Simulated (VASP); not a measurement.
**Band-structure run, with input and output: PtS2 (part 1 of 2)**

System: PtS2 (3 atoms in the cell).
Method: Kohn-Sham DFT of a periodic cell, SCAN, VASP PAW PBE potentials, recommended, no spin polarisation (VASP 6.6.1).

The structure derives from an entry of the Crystallography Open Database.

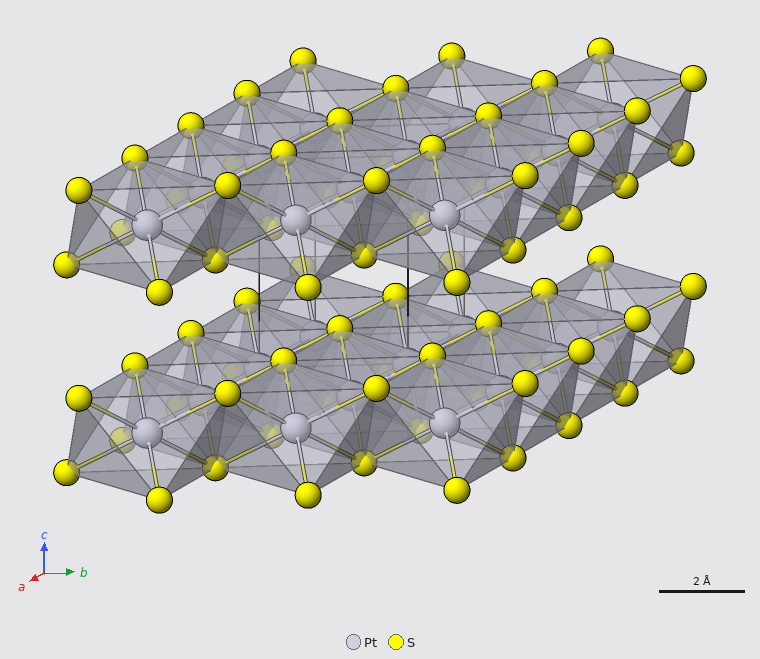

Figure 1. The structure as given in the input (polyhedral view of the cell of the calculation, repeated 3 × 2 × 1, seen slightly off an axis; polyhedra are completed across the faces of the cell).

## INCAR
```
SYSTEM = PtS2
  PREC = Accurate
  ENCUT = 520
  EDIFF = 1E-7
  ISMEAR = -1
  SIGMA = 0.05
  LREAL = .False.
  LASPH = .True.
  NELM = 60
  ALGO = Normal
  ISIF = 2
  LWAVE = .False.
  LCHARG = .False.
  LMAXMIX = 4
  METAGGA = SCAN
  LMIXTAU = .True.
  NBANDS = 18
```

## KPOINTS
```
Automatic mesh
0
Gamma
  9 9 5
  0 0 0
```

## KPOINTS_OPT
```
path GMKGALHA,LM,KH
15
line-mode
reciprocal
 0.0000000000  0.0000000000  0.0000000000  G
 0.5000000000  0.0000000000  0.0000000000  M

 0.5000000000  0.0000000000  0.0000000000  M
 0.3333333333  0.3333333333  0.0000000000  K

 0.3333333333  0.3333333333  0.0000000000  K
 0.0000000000  0.0000000000  0.0000000000  G

 0.0000000000  0.0000000000  0.0000000000  G
 0.0000000000  0.0000000000  0.5000000000  A

 0.0000000000  0.0000000000  0.5000000000  A
 0.5000000000  0.0000000000  0.5000000000  L

 0.5000000000  0.0000000000  0.5000000000  L
 0.3333333333  0.3333333333  0.5000000000  H

 0.3333333333  0.3333333333  0.5000000000  H
 0.0000000000  0.0000000000  0.5000000000  A

 0.5000000000  0.0000000000  0.5000000000  L
 0.5000000000  0.0000000000  0.0000000000  M

 0.3333333333  0.3333333333  0.0000000000  K
 0.3333333333  0.3333333333  0.5000000000  H
```

## POSCAR
```
PtS2
1.0
    3.5432000000      0.0000000000      0.0000000000
   -1.7716000000      3.0685012107      0.0000000000
    0.0000000000      0.0000000000      5.0388000000
Pt S
1 2
Direct
    0.0000000000      0.0000000000      0.0000000000
    0.6666666667      0.3333333333      0.7730000000
    0.3333333333      0.6666666667      0.2270000000
```

Command:
```bash
cat potpaw_PBE.64/Pt/POTCAR potpaw_PBE.64/S/POTCAR > POTCAR
mpirun -np 1 vasp_std > vasp.out
```

## OSZICAR
```
N       E                     dE             d eps       ncg     rms          rms(c)
DAV:   1     0.368863498463E+02    0.36886E+02   -0.10687E+04  1816   0.112E+03
DAV:   2    -0.920953147264E+02   -0.12898E+03   -0.12473E+03  2184   0.228E+02
DAV:   3    -0.978161709334E+02   -0.57209E+01   -0.56790E+01  2308   0.483E+01
DAV:   4    -0.978713580032E+02   -0.55187E-01   -0.55159E-01  2392   0.521E+00
DAV:   5    -0.978721073471E+02   -0.74934E-03   -0.74928E-03  2308   0.595E-01    0.193E+01
DAV:   6    -0.915947800318E+02    0.62773E+01   -0.49289E+00  1984   0.210E+01    0.135E+01
DAV:   7    -0.908431420184E+02    0.75164E+00   -0.96881E-01  1852   0.933E+00    0.699E+00
DAV:   8    -0.909548674481E+02   -0.11173E+00   -0.53654E-01  1862   0.750E+00    0.116E+00
DAV:   9    -0.909649579107E+02   -0.10090E-01   -0.34694E-01  1830   0.645E+00    0.463E-01
DAV:  10    -0.910140340824E+02   -0.49076E-01   -0.47725E-02  1954   0.241E+00    0.294E-01
DAV:  11    -0.910120531952E+02    0.19809E-02   -0.17153E-02  1908   0.134E+00    0.152E-01
DAV:  12    -0.910186130792E+02   -0.65599E-02   -0.89806E-03  1860   0.922E-01    0.130E-01
DAV:  13    -0.910182617469E+02    0.35133E-03   -0.31976E-03  1928   0.641E-01    0.883E-02
DAV:  14    -0.910180455438E+02    0.21620E-03   -0.57201E-04  1964   0.244E-01    0.350E-02
DAV:  15    -0.910181191549E+02   -0.73611E-04   -0.34691E-04  1870   0.214E-01    0.810E-03
DAV:  16    -0.910180968523E+02    0.22303E-04   -0.25051E-05  2124   0.535E-02    0.120E-02
DAV:  17    -0.910180955721E+02    0.12801E-05   -0.13537E-06  2356   0.113E-02    0.810E-03
DAV:  18    -0.910181120631E+02   -0.16491E-04   -0.51412E-06  1868   0.237E-02    0.353E-03
DAV:  19    -0.910181055109E+02    0.65522E-05   -0.85745E-07  1918   0.104E-02    0.158E-03
DAV:  20    -0.910181088540E+02   -0.33431E-05   -0.27964E-07  1896   0.545E-03    0.176E-03
DAV:  21    -0.910181062298E+02    0.26243E-05   -0.35777E-07  1840   0.725E-03    0.461E-04
DAV:  22    -0.910181065759E+02   -0.34614E-06   -0.94704E-08   984   0.319E-03    0.254E-04
DAV:  23    -0.910181069517E+02   -0.37576E-06   -0.37526E-09   960   0.573E-04    0.229E-04
DAV:  24    -0.910181068934E+02    0.58323E-07   -0.47387E-10   956   0.216E-04
   1 F= -.91018107E+02 E0= -.91018107E+02  d E =-.354111E-06
       N       E                     dE             ncg
DAV:   1     0.730573169457E+04   -0.16277E+05     1816
DAV:   2     0.738270129298E+03   -0.65675E+04     2260
DAV:   3     0.483527041978E+03   -0.25474E+03     2132
DAV:   4     0.480834665504E+03   -0.26924E+01     2344
DAV:   5     0.480790902446E+03   -0.43763E-01     2260
DAV:   6     0.480789762674E+03   -0.11398E-02     2380
DAV:   7     0.480789726073E+03   -0.36601E-04     2230
DAV:   8     0.480789724607E+03   -0.14668E-05     2412
DAV:   9     0.480789724550E+03   -0.57021E-07     1560
       N       E                     dE             ncg
DAV:   1     0.748064566825E+04   -0.22555E+05     1824
DAV:   2     0.729630757856E+03   -0.67510E+04     2224
DAV:   3     0.460032521745E+03   -0.26960E+03     2260
DAV:   4     0.457218876865E+03   -0.28136E+01     2274
DAV:   5     0.457173502267E+03   -0.45375E-01     2282
DAV:   6     0.457172336849E+03   -0.11654E-02     2306
DAV:   7     0.457172299334E+03   -0.37515E-04     2276
DAV:   8     0.457172297887E+03   -0.14470E-05     2346
DAV:   9     0.457172297832E+03   -0.54316E-07     1564
       N       E                     dE             ncg
DAV:   1     0.162773077059E+05   -0.20746E+05     1276
DAV:   2     0.118233286961E+05   -0.44540E+04     1542
DAV:   3     0.116602538251E+05   -0.16307E+03     1582
DAV:   4     0.116585801247E+05   -0.16737E+01     1674
DAV:   5     0.116585539019E+05   -0.26223E-01     1598
DAV:   6     0.116585532568E+05   -0.64504E-03     1654
DAV:   7     0.116585532372E+05   -0.19596E-04     1610
DAV:   8     0.116585532366E+05   -0.67782E-06     1682
DAV:   9     0.116585532365E+05   -0.24693E-07     1178
```

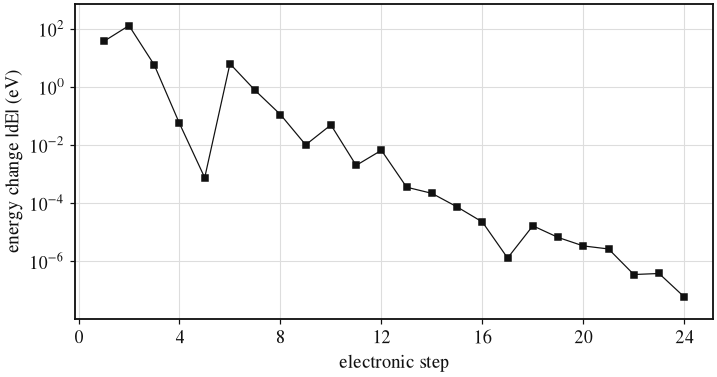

Figure 2. Convergence of the self-consistent field: energy change |dE| against the electronic step. It takes 24 electronic steps. The density is held fixed in the first few steps, and dE rises again when its update begins.

## Parts of OUTCAR
```
SYSTEM = PtS2
   PREC = Accurate
   ENCUT = 520
   EDIFF = 1E-7
   ISMEAR = -1
   LREAL = .False.
   LASPH = .True.
   NELM = 60
   ISIF = 2
   METAGGA = SCAN

 ion  position               nearest neighbor table
   1  0.000  0.000  0.000-   2 2.34   3 2.34   2 2.34   3 2.34   2 2.34   3 2.34
   2  0.667  0.333  0.773-   1 2.34   1 2.34   1 2.34
   3  0.333  0.667  0.227-   1 2.34   1 2.34   1 2.34

  LATTYP: Found a hexagonal cell.
 ALAT       =     3.5432000000
 C/A-ratio  =     1.4221043125

  Lattice vectors:

 A1 = (   3.5432000000,   0.0000000000,   0.0000000000)
 A2 = (  -1.7716000000,   3.0685012107,   0.0000000000)
 A3 = (   0.0000000000,   0.0000000000,   5.0388000000)

Analysis of symmetry for initial positions (statically):
=====================================================================
 Subroutine PRICEL returns:
 Original cell was already a primitive cell.

 Routine SETGRP: Setting up the symmetry group for a
 hexagonal supercell.

 Subroutine GETGRP returns: Found 12 space group operations
 (whereof 12 operations were pure point group operations)
 out of a pool of 24 trial point group operations.

The static configuration has the point symmetry D_3d.

Analysis of symmetry for dynamics (positions and initial velocities):
=====================================================================
 Subroutine PRICEL returns:
 Original cell was already a primitive cell.

 Routine SETGRP: Setting up the symmetry group for a
 hexagonal supercell.

 Subroutine GETGRP returns: Found 12 space group operations
 (whereof 12 operations were pure point group operations)
 out of a pool of 24 trial point group operations.

The dynamic configuration has the point symmetry D_3d.

 Subroutine INISYM returns: Found 12 space group operations
 (whereof 12 operations are pure point group operations),
 and found     1 'primitive' translations

----------------------------------------------------------------------------------------

                                     Primitive cell

  volume of cell :      54.7834

  direct lattice vectors                    reciprocal lattice vectors
     3.543200000  0.000000000  0.000000000     0.282230752  0.162946001  0.000000000
    -1.771600000  3.068501211  0.000000000     0.000000000  0.325892001  0.000000000
     0.000000000  0.000000000  5.038800000     0.000000000  0.000000000  0.198459951

  length of vectors
     3.543200000  3.543200000  5.038800000     0.325892001  0.325892001  0.198459951

  position of ions in fractional coordinates (direct lattice)
     0.000000000  0.000000000  0.000000000
     0.666666667  0.333333333  0.773000000
     0.333333333  0.666666667  0.227000000

  ion indices of the primitive-cell ions
   primitive index   ion index
                 1           1
                 2           2
                 3           3

----------------------------------------------------------------------------------------

 KPOINTS: Automatic mesh

Automatic generation of k-mesh.
 Grid dimensions read from file:
 generate k-points for:    9    9    5

 Generating k-lattice:

  Cartesian coordinates                     Fractional coordinates (reciprocal lattice)
     0.031358972  0.018105111  0.000000000     0.111111111  0.000000000  0.000000000
     0.000000000  0.036210222  0.000000000     0.000000000  0.111111111  0.000000000
     0.000000000  0.000000000  0.039691990     0.000000000  0.000000000  0.200000000

  Length of vectors
     0.036210222  0.036210222  0.039691990

  Shift w.r.t. Gamma in fractional coordinates (k-lattice)
     0.000000000  0.000000000  0.000000000

 Subroutine IBZKPT returns following result:
 ===========================================

 Found     50 irreducible k-points:

 Following reciprocal coordinates:
            Coordinates               Weight
  0.000000  0.000000  0.000000      1.000000
  0.111111 -0.000000  0.000000      6.000000
  0.222222  0.000000  0.000000      6.000000
  0.333333  0.000000  0.000000      6.000000
  0.444444  0.000000  0.000000      6.000000
  0.111111  0.111111  0.000000      6.000000
  0.222222  0.111111  0.000000     12.000000
  0.333333  0.111111  0.000000     12.000000
  0.444444  0.111111  0.000000      6.000000
  0.222222  0.222222  0.000000      6.000000
  0.333333  0.222222  0.000000     12.000000
  0.333333  0.333333  0.000000      2.000000
  0.000000  0.000000  0.200000      2.000000
  0.111111 -0.000000  0.200000      6.000000
  0.000000  0.111111  0.200000      6.000000
  0.222222  0.000000  0.200000      6.000000
  0.000000  0.222222  0.200000      6.000000
  0.333333  0.000000  0.200000      6.000000
  0.000000  0.333333  0.200000      6.000000
  0.444444  0.000000  0.200000      6.000000
  0.000000  0.444444  0.200000      6.000000
  0.111111  0.111111  0.200000     12.000000
  0.222222  0.111111  0.200000     12.000000
 -0.111111  0.333333  0.200000     12.000000
 [... further k-points ...]
```
